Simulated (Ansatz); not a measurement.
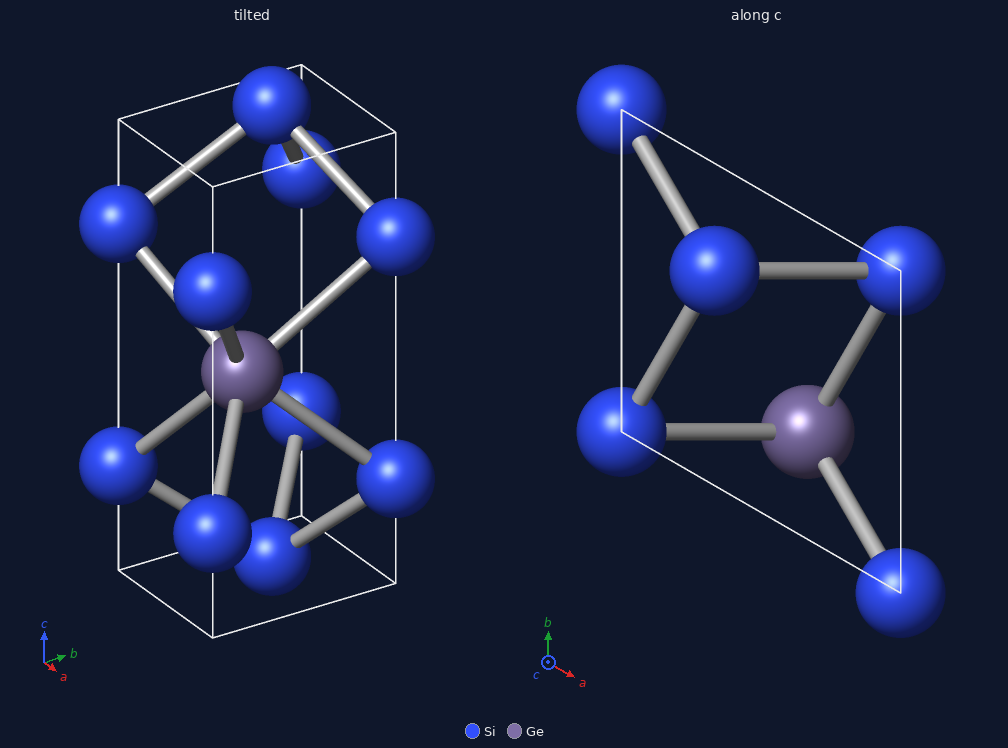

We look at a ball-and-stick model of the crystal slightly off an axis and along the c axis. The edges of the conventional unit cell are marked. Cell: a = 3.64 Å, b = 3.64 Å, c = 6.03 Å, α = 90.00°, β = 90.00°, γ = 120.00°.

The structure was taken from a structure type filled with these elements by a generator (whether the compound takes this form wasn't checked). Earlier steps of the study may have refined or changed the cell and positions. It was run through Ansatz as a DFT input.

Q: What can be read from this drawing?

A: The solid is Si₃Ge. Symmetry: P-6m2 (No. 187), primitive hexagonal lattice. It has 4 atoms to the cell (3 Si, 1 Ge). Neighbours within bonding distance: Si 6 and Ge 6.

Setup: DFT PBE, scalar-relativistic, plane waves, PAW in Ansatz 0.2.0; 420 eV cutoff, a 12×12×8 grid in reciprocal space, Gaussian smearing of 0.1 eV, no spin polarisation.

Q: Metal or not?

A: A metal: bands cross the Fermi level.

Q: Give the Bader charge of each element.

A: Si -0.10 to +0.08 e; Ge -0.06 e.

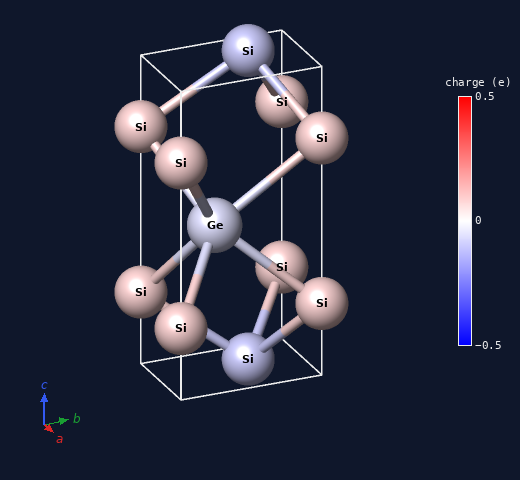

The atoms coloured by those charges. The run's cell of 4 atoms is drawn.

Q: Are forces and stress small enough to call this relaxed?

A: Yes. All forces vanish to within 0.01 eV/Å. The pressure is 0.0 GPa, close to zero.
